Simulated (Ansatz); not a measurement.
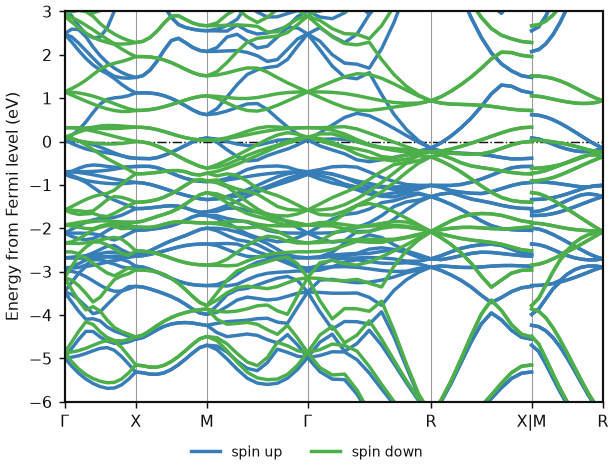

Band structure. Energies are counted from the Fermi level.

Question: Which of these calculations gave it?
A. FeSi, space group P2_13, 8 atoms in the cell (cubic a = 4.551 Å); PBE
B. Al₂O₃, space group P-6m2, 5 atoms in the cell (a = 2.884 Å, c = 9.337 Å (hexagonal axes)); LDA
C. rocksalt AgBr, space group Fm-3m (No. 225), 2 atoms in the primitive cell (cubic a = 5.740 Å); LDA

Answer: A. A metal: bands cross the Fermi level along this path. At R the nearest levels lie 0.15 eV below and 0.94 eV above the Fermi level. A simple cubic lattice: the path Γ–X–M–Γ–R–X|M–R runs through the special points of its Brillouin zone. A simple cubic lattice: the path Γ–X–M–Γ–R–X|M–R runs through the special points of its Brillouin zone.

Level of theory: PBE, Ansatz PAW, collinear spin, ferromagnetic start, no spin-orbit coupling, 6×6×6 k mesh, 420 eV cutoff, Fermi-Dirac smearing of 0.05 eV; code Ansatz 0.2.0.

The run ends ferromagnetic, with 3.73 μB a cell. The magnetic state is the one that this start led to; another may lie lower. The cell is at −10 GPa in this functional. Bands are joined in order of energy, so crossings between the computed points show as kinks or gaps.
